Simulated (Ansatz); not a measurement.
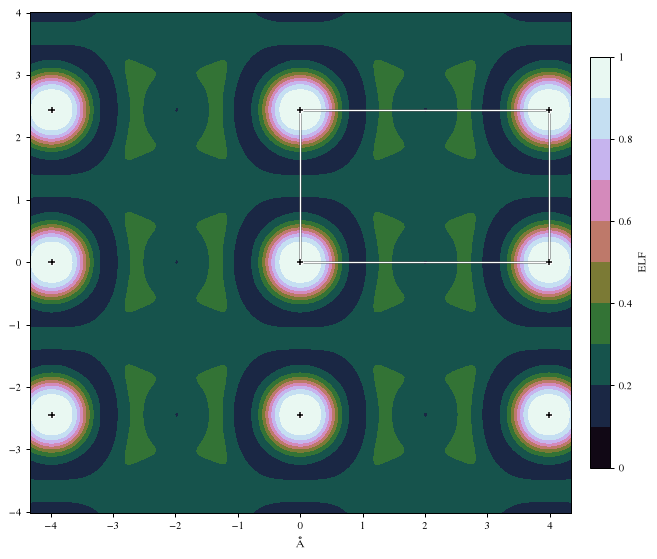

The electron localisation function on a plane through atoms (crosses mark nuclei in the plane).

Computed with Ansatz, DFT, revPBE, plane waves (420 eV) with PAW, scalar-relativistic.

Candidates:
A. Ga, a = 2.76 Å, b = 6.75 Å, c = 4.01 Å, α = 90.00°, β = 99.43°, γ = 90.00°. Space group C2/c; set up as Ga, beta-Sn type; a generated structure, not necessarily the stable one; changed on purpose from its base cell (volume × 0.92); computed pressure about 5 GPa in this cell.
B. Co, a = 3.98 Å, b = 3.98 Å, c = 2.44 Å, α = 90.00°, β = 90.00°, γ = 120.00°. Space group P6/mmm; set up as Co, omega (AlB2-type); a generated structure, not necessarily the stable one; changed on purpose from its base cell (volume × 1.04); computed pressure about −8 GPa in this cell; computed without spin polarisation.

> Which candidate gave the map?

Candidate B: Co on the (100) plane of the conventional cell, which holds Co. Co–Co (2.44 Å): the ELF is about 0.25 at the midpoint (no shared electron pair shows on this line).
